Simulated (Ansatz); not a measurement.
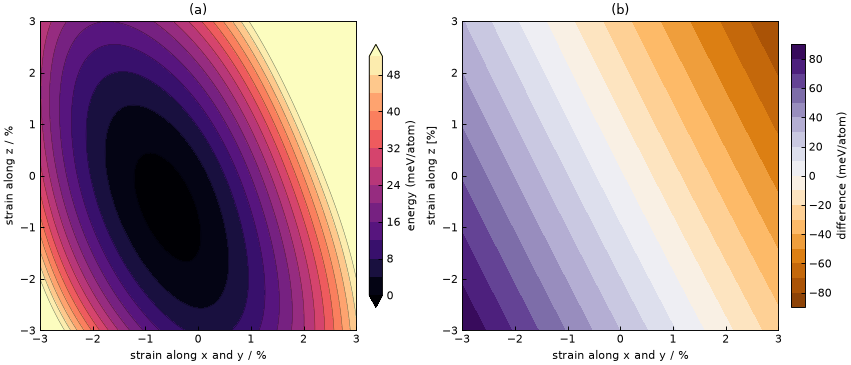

Rh (Fm-3m, No. 225; 1 atom in the cell). 
- The cell is strained homogeneously, by one strain along x and y and another along z, with fractional coordinates fixed (x, y and z along the cube axes).
- First axis: strain along x and y. Second axis: strain along z.
- Grid: 5 × 5 points.
- Points are written as (first, second).
- Energies are in meV/atom, from each map's own lowest point.
- The reference cell is the one listed in the database, not relaxed at this level.
- All numbers below come from DFT PBEsol, scalar-relativistic, plane waves, PAW in Ansatz. Settings: cutoff 420 eV, k-mesh 22×22×22, gaussian smearing 0.15 eV, no spin polarisation.

Panel (a): Ansatz, DFT PBEsol, scalar-relativistic, plane waves, PAW. Panel (b): the map at DFT PBE, scalar-relativistic, plane waves, PAW (Ansatz) less the map of (a), each from its own lowest point.

> How does the change of method alter the landscape?

The difference runs from −80 meV/atom at (3.0 %, 3.0 %) to 89 meV/atom at (−3.0 %, −3.0 %). The interpolated minimum moves from −0.60 to 0.72 % in strain along x and y and −0.60 to 0.72 % in strain along z.
